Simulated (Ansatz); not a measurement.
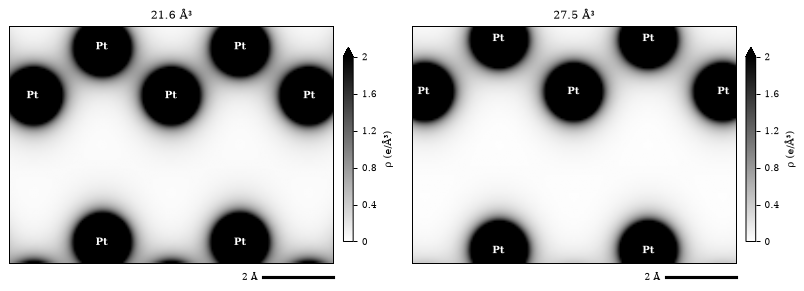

Pt. The valence electron density of cells scaled evenly to different volumes (given per atom above each panel), on the (101̄) plane of each (indices in the axes of the cell below), at one length scale and on one colour scale.

A generated structure, not necessarily the stable one.

Computed with Ansatz, DFT, revPBE, plane waves (420 eV) with PAW, scalar-relativistic.

The largest cell:

```yaml
crystal:
  lattice:
    - [0.00000, 3.01948, 3.01948]
    - [3.01948, 0.00000, 3.01948]
    - [3.01948, 3.01948, 0.00000]
  atoms:
    - { symbol: Pt, position: [0.12500, 0.12500, 0.12500] }
    - { symbol: Pt, position: [0.87500, 0.87500, 0.87500] }
```

| volume (Å³/atom) | Pt–Pt contact in the plane (Å) | ρ at its midpoint (e/Å³) | 
| --- | --- | --- |
| 21.63 | 2.413 | 0.758 | 
| 24.58 | 2.518 | ? | 
| 27.53 | 2.615 | 0.517 | 

### What values belong in the row with question marks?

Over the known rows ln ρ falls by 1.89 per Å of Pt–Pt distance (the line through the two), which gives 0.621 e/Å³ at 2.518 Å; the calculation gives 0.622 e/Å³.
